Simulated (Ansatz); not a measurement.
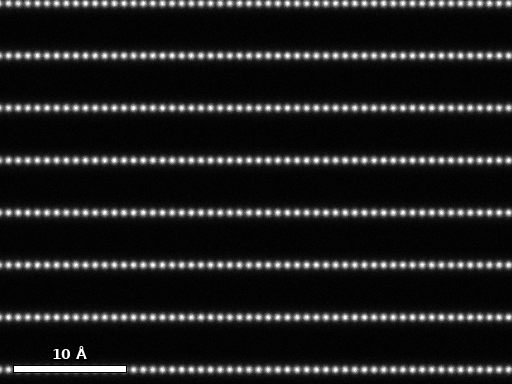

An image along [210] of one of the structures below (computed or model cells, partly hypothetical, each in its standard cell). Simulated incoherent Z contrast: every atom adds Z^1.7 spread by a probe of 0.50 Å full width; channelling and multiple scattering are left out. The probe carries 25 % of its weight in a tail 2.5 times as wide. Shot noise was added.

A. C
Space group Fd-3m:1 (No. 227). a = 3.589 Å, b = 3.589 Å, c = 3.589 Å, α = 90.00°, β = 90.00°, γ = 90.00°
```json
{"atom": "C", "site": "8a", "symmetry": "-43m", "x": "0.0000", "y": "0.0000", "z": "0.0000"}
```

B. C
Space group Pm-3m (No. 221). a = 1.755 Å, b = 1.755 Å, c = 1.755 Å, α = 90.00°, β = 90.00°, γ = 90.00°
```json
{"atom": "C", "site": "1a", "symmetry": "m-3m", "x": "0.0000", "y": "0.0000", "z": "0.0000"}
```

C. Ru
Space group P6/mmm (No. 191). a = 4.290 Å, b = 4.290 Å, c = 2.698 Å, α = 90.00°, β = 90.00°, γ = 120.00°
```csv
atom,site,symmetry,x,y,z
Ru,1a,6/mmm,0.0000,0.0000,0.0000
Ru,2d,-6m2,0.3333,0.6667,0.5000
```

D. C
Space group P6_3/mmc (No. 194). a = 1.728 Å, b = 1.728 Å, c = 18.806 Å, α = 90.00°, β = 90.00°, γ = 120.00°
```
atom  site  symmetry       x       y       z
   C    2a      -3m.  0.0000  0.0000  0.0000
   C    2c      -6m2  0.3333  0.6667  0.2500
```

Which structure was imaged?

D, C. Along [210] the projected cells are A 0.80 × 0.98 Å, 114°; B 0.78 × 1.75 Å, 90°; C 2.15 × 2.70 Å, 90°; D 0.86 × 4.70 Å, 90°. The image repeats as D does.

Structure D: the input geometry of a calculation; the starting structure was generated, so it need not be a known form of this composition.
